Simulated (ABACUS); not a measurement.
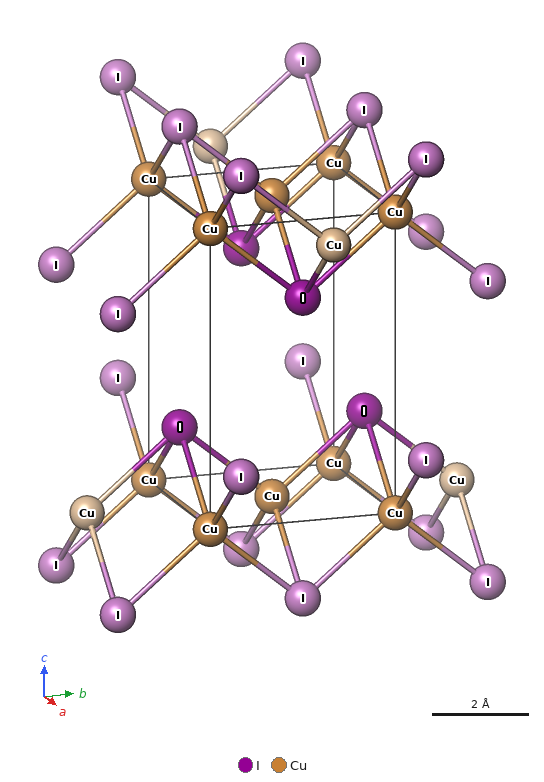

Fig. 1: The structure as given in the input (ball-and-stick view of the cell of the calculation, seen slightly off an axis; neighbours outside the cell are drawn fainter). An atom can appear more than once, as a periodic image. Near neighbours in the periodic cell (some may lie outside the picture): I has 4 Cu at 2.65 Å; Cu has 4 I at 2.65 Å.

# Run report: CuI, band-structure run (part 1 of 2)

The run: band-structure run of CuI (P4/nmm, 4 atoms in the cell). Method and program: Kohn-Sham DFT of a periodic cell, LDA, GBRV ultrasoft 1.5 LDA, no spin polarisation (ABACUS 3.10.1).

The structure derives from a Materials Project entry.

Log
```
ABACUS v3.10.1

               Atomic-orbital Based Ab-initio Computation at UStc

 ------------------------------------------------------------------------------------

 READING GENERAL INFORMATION
                           global_out_dir = OUT.CuI/
                           global_in_card = INPUT
                               pseudo_dir = ./
                              orbital_dir =
                                    DSIZE = 4
                                    GSIZE = 1

 READING UNITCELL INFORMATION
                                    ntype = 2
                  lattice constant (Bohr) = 7.72935
              lattice constant (Angstrom) = 4.09019

 READING ATOM TYPE 1
                               atom label = I
                      L=0, number of zeta = 1
                      L=1, number of zeta = 1
                      L=2, number of zeta = 1
             number of atom for this type = 2

 READING ATOM TYPE 2
                               atom label = Cu
                      L=0, number of zeta = 1
                      L=1, number of zeta = 1
                      L=2, number of zeta = 1
             number of atom for this type = 2

                        TOTAL ATOM NUMBER = 4
DIRECT COORDINATES
    atom                   x                   y                   z     mag                  vx                  vy                  vz
taud_I1            0.0000000000        0.5000000000        0.7430343600  0.0000        0.0000000000        0.0000000000        0.0000000000
taud_I2            0.5000000000        0.0000000000        0.2569656400  0.0000        0.0000000000        0.0000000000        0.0000000000
taud_Cu1            0.0000000000        0.0000000000        0.0000000000  0.0000        0.0000000000        0.0000000000        0.0000000000
taud_Cu2            0.5000000000        0.5000000000        0.0000000000  0.0000        0.0000000000        0.0000000000        0.0000000000

                          Volume (Bohr^3) = 739.644
                             Volume (A^3) = 109.604

 Lattice vectors: (Cartesian coordinate: in unit of a_0)
                   +1                  +0                  +0
                   +0                  +1                  +0
                   +0                  +0            +1.60175
 Reciprocal vectors: (Cartesian coordinate: in unit of 2 pi/a_0)
                   +1                  -0                  +0
                   -0                  +1                  -0
                   +0                  -0           +0.624318
 The esolver type has been set to : ksdft_pw

                PAO radial cut off (Bohr) = 10

 Read in pseudopotential file is i_lda_v1.uspp.F.UPF
                     pseudopotential type = US
          exchange-correlation functional = PZ
                 nonlocal core correction = 1
                        valence electrons = 7
                                     lmax = 2
                           number of zeta = 2
                     number of projectors = 6
                           L of projector = 0
                           L of projector = 0
                           L of projector = 1
                           L of projector = 1
                           L of projector = 2
                           L of projector = 2
                PAO radial cut off (Bohr) = 10

 Read in pseudopotential file is cu_lda_v1.2.uspp.F.UPF
                     pseudopotential type = US
          exchange-correlation functional = PZ
                 nonlocal core correction = 1
                        valence electrons = 19
                                     lmax = 2
                           number of zeta = 5
                     number of projectors = 6
                           L of projector = 0
                           L of projector = 0
                           L of projector = 1
                           L of projector = 1
                           L of projector = 2
                           L of projector = 2
     initial pseudo atomic orbital number = 34

 SETUP THE ELECTRONS NUMBER
             electron number of element I = 7
       total electron number of element I = 14
            electron number of element Cu = 19
      total electron number of element Cu = 38
            AUTOSET number of electrons:  = 52
                           occupied bands = 26
                                   NBANDS = 38
                                   NLOCAL = 36

%%%%%%%%%%%%%%%%%%%%%%%%%%%%%%%%%%%%%%%%%%%%%%%%%%%%%%%%%%%%%%%%%%%%%%%%%%%%%%%%%%%%%%%%%%%%%%%%%%%%%%%%%%
 Warning: the number of valence electrons in pseudopotential > 11 for Cu: [Ar] 3d10 4s1
 Pseudopotentials with additional electrons can yield (more) accurate outcomes, but may be less efficient.
 If you're confident that your chosen pseudopotential is appropriate, you can safely ignore this warning.
%%%%%%%%%%%%%%%%%%%%%%%%%%%%%%%%%%%%%%%%%%%%%%%%%%%%%%%%%%%%%%%%%%%%%%%%%%%%%%%%%%%%%%%%%%%%%%%%%%%%%%%%%%

 SETUP THE PLANE WAVE BASIS
 energy cutoff for charge/potential (unit:Ry) = 160
            fft grid for charge/potential = [ 32, 32, 50 ]
                        fft grid division = [ 1, 1, 1 ]
        big fft grid for charge/potential = [ 45, 45, 72 ]
                                     nbxx = 145800
                                     nrxx = 51200

 SETUP PLANE WAVES FOR CHARGE/POTENTIAL
                    number of plane waves = 25273
                         number of sticks = 761

 PARALLEL PW FOR CHARGE/POTENTIAL
     PROC   COLUMNS(POT)             PW
        1            761          25273
 --------------- sum -------------------
        1            761          25273
                            number of |g| = 1664
                                  max |g| = 242
                                  min |g| = 0

 energy cutoff for dense charge/potential (unit:Ry) = 320
      fft grid for dense charge/potential = [ 45, 45, 72 ]
                                     nrxx = 145800

 SETUP PLANE WAVES FOR dense CHARGE/POTENTIAL
                    number of plane waves = 71411
                         number of sticks = 1517

 PARALLEL PW FOR dense CHARGE/POTENTIAL
     PROC   COLUMNS(POT)             PW
        1           1517          71411
 --------------- sum -------------------
        1           1517          71411
                            number of |g| = 4283
                                  max |g| = 484.145
                                  min |g| = 0

----------- Double Check Mixing Parameters Begin ------------
mixing_type: broyden
mixing_beta: 0.7
mixing_gg0: 1
mixing_gg0_min: 0.1
mixing_ndim: 8
----------- Double Check Mixing Parameters End ------------

 LATTICE VECTORS: (CARTESIAN COORDINATE: IN UNIT OF A0)
                   +1                  +0                  +0
                   +0                  +1                  +0
                   +0                  +0            +1.60175
                       right hand lattice = 1
                                   NORM_A = 1
                                   NORM_B = 1
                                   NORM_C = 1.60175
                           ALPHA (DEGREE) = 90
                           BETA  (DEGREE) = 90
                           GAMMA (DEGREE) = 90

 The lattice vectors have been changed (STRU_SIMPLE.cif)

(for optimal symmetric configuration:)
                             BRAVAIS TYPE = 5
                     BRAVAIS LATTICE NAME = 05. Tetrogonal P (simple)
                                    ibrav = 5
                                    IBRAV = 5
                                  BRAVAIS = SIMPLE TETROGONAL CELL
                       LATTICE CONSTANT A = 1
                                C/A RATIO = 1.60175
Original cell was already a primitive cell.
                        ROTATION MATRICES = 16
              PURE POINT GROUP OPERATIONS = 8
                   SPACE GROUP OPERATIONS = 16
                                       C2 = 3
                                       C3 = 0
                                       C4 = 0
                                       C6 = 0
                                       S1 = 2
                                       S3 = 0
                                       S4 = 2
                                       S6 = 0
                              POINT GROUP = D_2d
               POINT GROUP IN SPACE GROUP = D_4h

 SETUP K-POINTS
                                    nspin = 1
                   Input type of k points = Monkhorst-Pack(Gamma)
                                   nkstot = 108
                       right hand lattice = 1
(for reciprocal lattice: )
                             BRAVAIS TYPE = 5
                     BRAVAIS LATTICE NAME = 05. Tetrogonal P (simple)
                                    ibrav = 5
                       right hand lattice = 1
(for k-lattice: )
                             BRAVAIS TYPE = 5
                     BRAVAIS LATTICE NAME = 05. Tetrogonal P (simple)
                                    ibrav = 5
                       right hand lattice = 1
                        ROTATION MATRICES = 16
                               nkstot_ibz = 20
K-POINTS REDUCTION ACCORDING TO SYMMETRY
     IBZ    DIRECT_X    DIRECT_Y    DIRECT_Z  WEIGHT  ibz2bz
       1  0.00000000  0.00000000  0.00000000  0.0093       0
       2  0.16666667  0.00000000  0.00000000  0.0370       1
       3  0.33333333  0.00000000  0.00000000  0.0370       2
       4  0.50000000  0.00000000  0.00000000  0.0185       3
       5  0.16666667  0.16666667  0.00000000  0.0370       7
       6  0.33333333  0.16666667  0.00000000  0.0741       8
       7  0.50000000  0.16666667  0.00000000  0.0370       9
       8  0.33333333  0.33333333  0.00000000  0.0370      14
       9  0.50000000  0.33333333  0.00000000  0.0370      15
      10  0.50000000  0.50000000  0.00000000  0.0093      21
      11  0.00000000  0.00000000  0.33333333  0.0185      36
      12  0.16666667  0.00000000  0.33333333  0.0741      37
      13  0.33333333  0.00000000  0.33333333  0.0741      38
      14  0.50000000  0.00000000  0.33333333  0.0370      39
      15  0.16666667  0.16666667  0.33333333  0.0741      43
      16  0.33333333  0.16666667  0.33333333  0.1481      44
      17  0.50000000  0.16666667  0.33333333  0.0741      45
      18  0.33333333  0.33333333  0.33333333  0.0741      50
      19  0.50000000  0.33333333  0.33333333  0.0741      51
      20  0.50000000  0.50000000  0.33333333  0.0185      57

                               nkstot now = 20
[... K-POINTS DIRECT COORDINATES: 20 rows ...]

           k-point number in this process = 5
       minimum distributed K point number = 5
[... stars of the k points ...]

[... K-POINTS CARTESIAN COORDINATES: 5 rows ...]

[... K-POINTS DIRECT COORDINATES: 5 rows ...]

 SETUP PLANE WAVES FOR WAVE FUNCTIONS
     energy cutoff for wavefunc (unit:Ry) = 40
              fft grid for wave functions = [ 32, 32, 50 ]
                    number of plane waves = 3847
                         number of sticks = 221

 PARALLEL PW FOR WAVE FUNCTIONS
     PROC   COLUMNS(POT)             PW
        1            221           3847
 --------------- sum -------------------
        1            221           3847

 SETUP NONLOCAL PSEUDOPOTENTIALS IN PLANE WAVE BASIS
 I non-local projectors:
 projector 1 L=0
 projector 2 L=0
 projector 3 L=1
 projector 4 L=1
 projector 5 L=2
 projector 6 L=2
 Cu non-local projectors:
 projector 1 L=0
 projector 2 L=0
 projector 3 L=1
 projector 4 L=1
 projector 5 L=2
 projector 6 L=2
      TOTAL NUMBER OF NONLOCAL PROJECTORS = 72

 Init Non-Local PseudoPotential table :
 Init Non-Local-Pseudopotential done.

                                     npwx = 3169

 Make real space PAO into reciprocal space.
       max mesh points in Pseudopotential = 771
     dq(describe PAO in reciprocal space) = 0.01
                                    max q = 763

 number of pseudo atomic orbitals for I is 2
WARNING: norm of atomic wavefunction # 2 of atomic type I is 0.999991, renormalized

 number of pseudo atomic orbitals for Cu is 5
WARNING: norm of atomic wavefunction # 5 of atomic type Cu is 0.999963, renormalized

 -------------------------------------------
 SELF-CONSISTENT
 -------------------------------------------
                                 init_chg = atomic

 PW ALGORITHM --------------- ION=   1  ELEC=   1--------------------------------

 Density error is 2.5383524536
                          Error Threshold = 0.01
----------------------------------------------------------
     Energy           Rydberg                 eV
----------------------------------------------------------
 E_KohnSham     -934.9562779708      -12720.7327612748
 E_Harris       -981.5424339370      -13354.5699303315
 E_Fermi        0.5646737554         7.6827805844
----------------------------------------------------------

 PW ALGORITHM --------------- ION=   1  ELEC=   2--------------------------------

 Density error is 7.42143284869
                          Error Threshold = 0.00488144702616
----------------------------------------------------------
     Energy           Rydberg                 eV
----------------------------------------------------------
 E_KohnSham     -935.6137135168      -12729.6776307680
 E_Harris       -838.0106117340      -11401.7193040476
 E_Fermi        0.4398867690         5.9849665329
----------------------------------------------------------

 PW ALGORITHM --------------- ION=   1  ELEC=   3--------------------------------

 Density error is 0.149330829812
                          Error Threshold = 0.00488144702616
----------------------------------------------------------
     Energy           Rydberg                 eV
----------------------------------------------------------
 E_KohnSham     -936.4809873616      -12741.4774967832
 E_Harris       -922.3089658910      -12548.6572526050
 E_Fermi        0.4850318307         6.5991966093
----------------------------------------------------------

 PW ALGORITHM --------------- ION=   1  ELEC=   4--------------------------------

 Density error is 0.00196337751163
                          Error Threshold = 0.000287174672716
----------------------------------------------------------
     Energy           Rydberg                 eV
----------------------------------------------------------
 E_KohnSham     -936.5027089364      -12741.7730339706
 E_Harris       -936.6162817977      -12743.3182720219
 E_Fermi        0.5067358198         6.8944945306
----------------------------------------------------------

 PW ALGORITHM --------------- ION=   1  ELEC=   5--------------------------------

 Density error is 0.00407429354478
                          Error Threshold = 3.7757259839e-06
----------------------------------------------------------
     Energy           Rydberg                 eV
----------------------------------------------------------
 E_KohnSham     -936.5029741200      -12741.7766419782
 E_Harris       -933.9461005960      -12706.9885929873
 E_Fermi        0.5054740576         6.8773273750
----------------------------------------------------------

 PW ALGORITHM --------------- ION=   1  ELEC=   6--------------------------------

 Density error is 0.000428079387854
                          Error Threshold = 3.7757259839e-06
----------------------------------------------------------
     Energy           Rydberg                 eV
```
